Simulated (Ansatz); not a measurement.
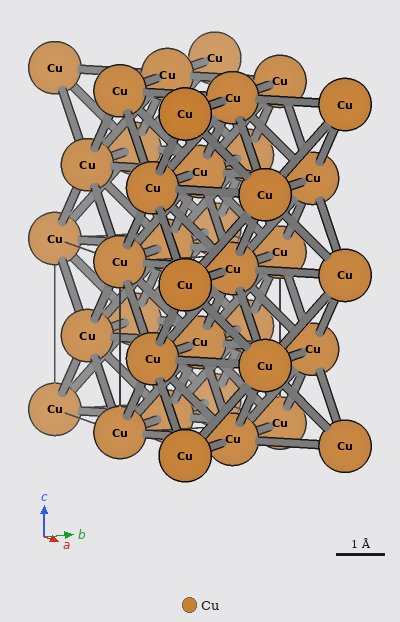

**Figure 1.** The structure (ball-and-stick view of the cell 4 times as large as that of the calculation, set on its symmetry axes, repeated 2 × 1 × 2, seen slightly off an axis).

**Run report: Cu, single-point calculation**

The run: single-point calculation of Cu (Fm-3m, 1 atom in the cell). Method and program: DFT, PBE, plane waves, PAW, no spin polarisation (Ansatz 0.2.0).

The structure derives from an entry of the Crystallography Open Database.

**What the program printed**
```
Engine: ansatz 0.2.0, aarch64-unknown-linux-gnu
Pseudopotentials: kind: paw
Pseudopotential: Cu, paw, valence charge 19, recommended cutoff 420 eV (normal), Cu.paw.azcp
Functional definition: PBE
  parameter kappa = 0.804
  parameter beta = 0.06672455060314922
  exchange = pbe_x(kappa = kappa, mu = beta*pi^2/3)
  correlation = pbe_c(beta = beta)
Crystal: 1 atoms, lattice volume = 11.810 Å³
Basis set: ecut = 420 eV, 259 PW (Γ), exchange–correlation on 36×36×36 points (8 copies of the dense FFT grid, shifted against one another)
Bands: 14, of which v1, the nominal top of the filled ones, is band 10 counted from 1 (9 counted from 0)
Symmetry: 48 space group operations
Space group: Fm-3m (ITA 225), of the structure as read, at distance tolerance 2.3e-5 Å
k-points: 29 of 512
Non-local potential: Cu, projectors of the file, l = 0: 3, l = 1: 2, l = 2: 3, l = 3: 1
PAW form: soft (Blöchl's): semilocal exchange-correlation on the pseudo side does not see the compensation charge
PAW one-centre angular grid: Cu, 590 points (default); XC on 64 Gauss nodes
Initial density: superposition of atomic densities (neutral atoms: chi_scale 0, normalization atom), corrected by the library's trained network
Initial wavefunctions: pseudopotential atomic-orbital guess
Functional: x = pbe(κ = 0.804, μ = 0.2195149727645171), c = pbe(β = 0.06672455060314922)
SCF iter   1: F=—  HF=-6625.142644 eV  |F-HF|=—  |Δ(HF+E_count)|=         —  Δρ=1.95e-3  dr2=2.63e-4  ethr=1.77e-3  ⟨swp⟩=5.2  Hψ=2011  notcnv=0
preconditioner: auto → none  [insulator: Δε(μ)=0.256 eV  Ē_g=17.069 eV  σ=0.100 eV  W_gap=0.85  n_scr=0 (ndim 8)  ℏωp=35.8 eV  f_vac=0.000  D(μ)=0.63/eV (n_scr^D=8)  ε∞_Penn≈5.4]
SCF iter   2: F=—  HF=-6625.142730 eV  |F-HF|=—  |Δ(HF+E_count)|=   8.57e-5  Δρ=3.91e-4  dr2=5.64e-6  ethr=1.38e-6  ⟨swp⟩=2.3  Hψ=839  notcnv=0
SCF iter   3: F=—  HF=-6625.142741 eV  |F-HF|=—  |Δ(HF+E_count)|=   1.13e-5  Δρ=1.95e-4  dr2=1.94e-6  ethr=2.97e-8  ⟨swp⟩=2.5  Hψ=639  notcnv=0
iter 4 did not close the SCF: its close was put off for the readings that it lacked (scf_convergence_deferred on its scf_iter line)
SCF iter   4: F=-6625.142744 eV  HF=-6625.142744 eV  |F-HF|=1.07e-8  |Δ(HF+E_count)|=   2.62e-6  Δρ=1.49e-5  dr2=5.38e-9  ethr=1.02e-8  ⟨swp⟩=2.4  Hψ=529  notcnv=0
iter 5 did not close the SCF: its close was put off for the readings that it lacked (scf_convergence_deferred on its scf_iter line)
SCF iter   5: F=-6625.142744 eV  HF=-6625.142744 eV  |F-HF|=1.28e-10  |Δ(HF+E_count)|=   1.96e-8  Δρ=1.70e-6  dr2=6.20e-11  ethr=2.83e-11  ⟨swp⟩=2.1  Hψ=668  notcnv=0
SCF iter   6: F=-6625.142744 eV  HF=-6625.142744 eV  |F-HF|=6.37e-12  |Δ(HF+E_count)|=  1.46e-10  Δρ=1.09e-7  dr2=7.11e-13  ethr=1.00e-12  ⟨swp⟩=1.8  Hψ=1225  notcnv=0
SCF 1 converged in 6 iterations: F = -6625.142744 eV  dr2 = 7.11e-13
  greatest PAW one-centre occupation: 1.000 electrons in one spin orbital (limit 2), on the Cu atom at site 0 (counted from 0), in its partial waves of l = 0
```

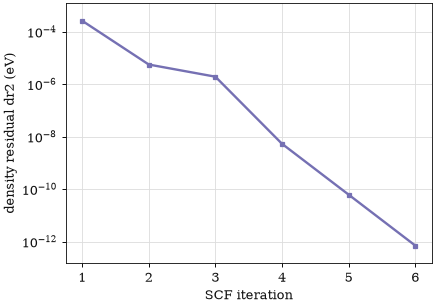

**Figure 2.** Convergence of the self-consistent field: density residual dr2 against the SCF iteration. The residual falls at every step.

```
SCF converged after 6 iterations
Free energy (F): -6625.142744 eV
Harris-Foulkes:  -6625.142744 eV  (|F-HF|=6.37e-12)
Internal energy: -6625.139554 eV  (E = F + TS)
E sigma→0 (E₀):  -6625.141149 eV
Entropy (-TS):   -0.003189 eV (-3.189 meV/atom)
Fermi energy:    16.714782 eV
--- Per-component energies (eV) ---
  E_band       = -359.078333
  E_kinetic    = 299.999551
  E_local      = -4050.645247  (includes V_loc(G=0)·N_el)
  E_nonlocal   = 389.840762
  E_hartree    = 1784.560467
  E_xc         = -89.590981
  E_vxc        = -115.618192  (∫ρ·V_xc dr)
  E_paw        = -1662.850705  (= ΣΔE_a)
  E_vpaw       = -451.776507  (= ΣTr[D̂ρ^β])
  E_aug_tail   = 0.000295  (compensation charges beyond the density's cutoff)
  E_ewald      = -3296.453696
  E_smearing   = -0.003189  (= −TS)
  E_closure    = 0.000000  (closes the sum)
  Σ components = -6625.142744   (vs F -6625.142744, Δ=0.00e0)
--- Forces (eV/Å), atoms counted from 1 ---
  atom   1  Cu    -0.00000000     0.00000000     0.00000000
  max |Σ_I F_I| component: 3.29e-32 eV/Å
--- Stress (GPa, compression-positive) ---
        2.622947       0.000000      -0.000000
        0.000000       2.622947      -0.000000
        0.000000      -0.000000       2.622947
  P = ⅓ Tr σ = 2.6229 GPa (26.229 kbar)
--- Band table (eV; the first three rows and the last of 29) ---
  k-point 0: bands = ["-95.7929", "-53.1053", "-53.1053", "-53.1053", "7.3582", "13.7774", "13.7774", "13.7774", "14.6114", "14.6114", "39.3752", "41.8749", "41.8749", "41.8749"]
  k-point 1: bands = ["-95.7908", "-53.1210", "-53.1076", "-53.1076", "7.9223", "13.6658", "13.8720", "13.8720", "14.5821", "14.5821", "35.5278", "39.9639", "40.6783", "40.6783"]
  k-point 2: bands = ["-95.7860", "-53.1591", "-53.1133", "-53.1133", "9.4850", "13.5153", "13.9353", "13.9353", "14.6955", "14.6955", "29.1842", "39.2323", "39.4618", "39.4618"]
  k-point 28: bands = ["-95.7746", "-53.1770", "-53.1770", "-53.1470", "12.6433", "13.2567", "13.2567", "14.5674", "15.3337", "22.9502", "22.9502", "25.0728", "25.5192", "44.9297"]
```

This output came from the following input.

**Input file**
```yaml
crystal:
  lattice:
    - [0.0, 1.8075, 1.8075]
    - [1.8075, 0.0, 1.8075]
    - [1.8075, 1.8075, 0.0]
  atoms:
    - { symbol: Cu, position: [0.0, 0.0, 0.0] }
basis:
  ecutwfc: 420
kpoints:
  mp_grid: { grid: [8, 8, 8] }
hamiltonian:
  xc: pbe
scf:
  occupations: { method: gaussian, width: 0.1 }
output:
  forces: true
  stress: true
  eigenvalues: true
```

Launch command:
```bash
ansatz run input.yaml --threads 1 --pin off --max-ram 2560MiB --backend cpu --events-out ev --progress --plain --runs-dir out
```

**Summary**

| quantity | value |
| --- | --- |
| outcome | converged |
| space group (tolerance 0.01 Å) | Fm-3m (225) |
| electrons treated | 19 |
| free energy | −6625.1427 eV |
| Fermi energy | 16.715 eV |
| gap on the k-point mesh | none (metallic) |
| pressure | 2.62 GPa |
| largest force (length of the vector) | under 0.001 eV/Å |
| hardware | 1 thread of Arm Neoverse V2, 24 GiB of memory available, shared host |
| wall time | 0.89 s |
| peak memory | 0.24 GiB |

These settings are looser than, or depart from, a standard set-up, so the numbers are not reference values for this system. The k-point mesh is coarse (a preliminary or cheap run), so energies and forces are approximate.
